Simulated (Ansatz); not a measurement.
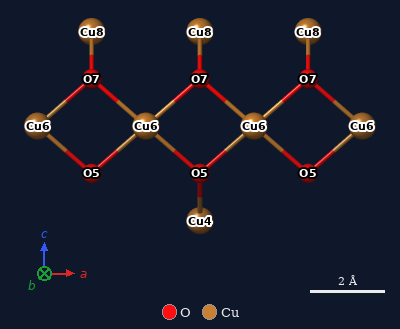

Starting structure of a slab of composition CuO (cut from the Cccm phase). A ball-and-stick model of the atoms within 5.8 Å of the atom that moves most (axes of the 2 × 3 repeat of the cell, outlined in the plane, without the vacuum), seen along the b axis.

Case: clean slab, lower half held. The slab is the (0 0 1) face of CuO. 4 atoms are held fixed.

Computed with Ansatz 0.2.0, DFT PBE, scalar-relativistic, plane waves, PAW.

The input:
```yaml
crystal:
  lattice:
    - [2.9486966771, 0.0, 0.0]
    - [0.0129800001, 2.9486681083, 0.0]
    - [0.0, 0.0, 26.0148310884]
  atoms:
    - { symbol: O, position: [0.5057974922, 0.5057743909, 0.3267366977] }
    - { symbol: Cu, position: [0.0057978926, 0.5057978926, 0.3762404983] }
    - { symbol: O, position: [0.505798293, 0.5058213943, 0.425744299] }
    - { symbol: Cu, position: [0.5058217947, 0.0058217947, 0.4752480997] }
    - { symbol: O, position: [0.5058452964, 0.5058221951, 0.5247519003] }
    - { symbol: Cu, position: [0.0058456968, 0.5058456968, 0.574255701] }
    - { symbol: O, position: [0.5058460972, 0.5058691985, 0.6237595017] }
    - { symbol: Cu, position: [0.5058695989, 0.0058695989, 0.6732633023] }
basis:
  ecutwfc: 420
kpoints:
  mp_grid: { grid: [10, 10, 1] }
hamiltonian:
  xc: pbe
scf:
  occupations: { method: gaussian, width: 0.1 }
output:
  forces: true
  eigenvalues: true
  write_density: true
  write_potential: true
  elf: true
  volumetric_format: npy
relax:
  adjacent_minimum: "off"
  f_tol: 0.03
  max_steps: 70
  constraints: [{ sites: [0, 1, 2, 3] }]
efield:
  axis: 3
  dipole_correction: true
  ramp_width: 0.04
```

Run as
```bash
ansatz run input.yaml --threads 2 --pin off --max-ram 5120MiB --backend cpu --events-out ev --progress --plain --runs-dir out
```

Q: Predict the outcome.

A: The largest move is that of Cu8, 0.11 Å along the normal (−c). By element the largest moves are Cu 0.11 Å, O 0.01 Å. The cell doesn't change. Near-neighbour distances that change, for instance: O7–Cu8 1.958 → 1.886 Å. Bond angles that change, for instance: Cu8–O7–Cu8 97.7° → 102.9°, O7–Cu8–O7 97.7° → 102.9°. After 4 geometry steps the energy has fallen by 36.3 meV per cell of the calculation. Largest force component: 0.64 eV/Å at the start, 0.0007 eV/Å at the end.

After the run, drawn alike:

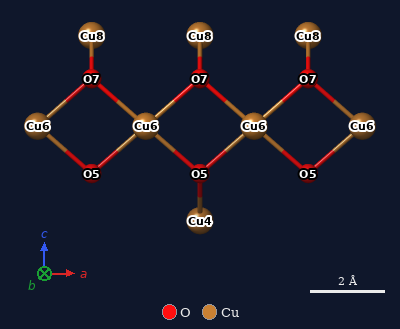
